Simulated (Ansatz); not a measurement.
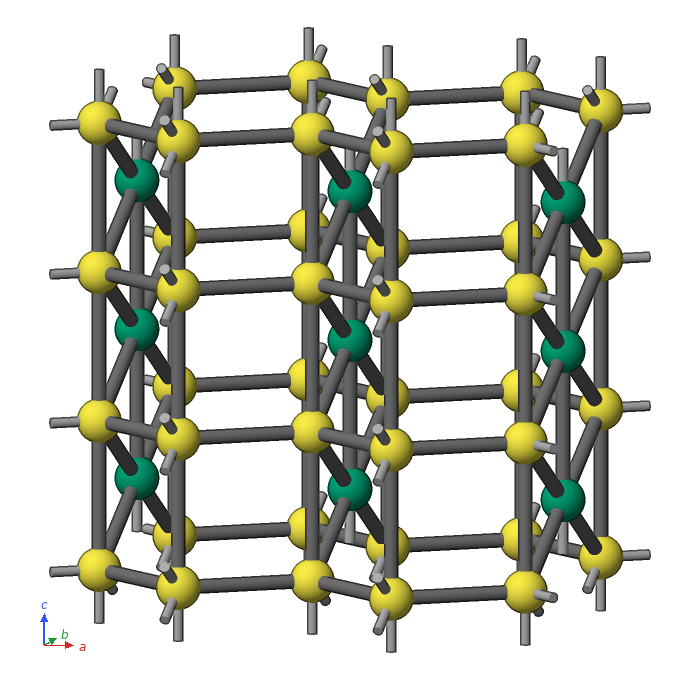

The picture shows a finite piece of the underlying net of a crystal structure, nodes on the atoms' positions. Nodes are coloured by topological kind. Short stubs are edges that leave the cut-out.

**What net is this?**

A binodal (6,6)-connected, three-periodic net.

**Give point symbol and coordination sequence of each kind of node.**

6-connected node: 3^6.4^6.5^3, sequence 6, 14, 34, 60, 94, 138; 6-connected node: 3^3.4^6.5^5.6, sequence 6, 17, 36, 63, 96, 138.

Origin of the net. B (space group Cmmm, No. 65). Coordinates: the end point of a relaxation with DFT PBE, scalar-relativistic, plane waves, PAW (Ansatz 0.2.0); the starting structure was generated, so it need not be a known form of this composition. Bonds are taken as B–B below 2.1 Å. Atoms with one bond or none are removed and atoms with two bonds are replaced by edges, until no such atom is left. B(2b) is a 6-connected node; B(4j) is a 6-connected node, in the ratio 1:2.
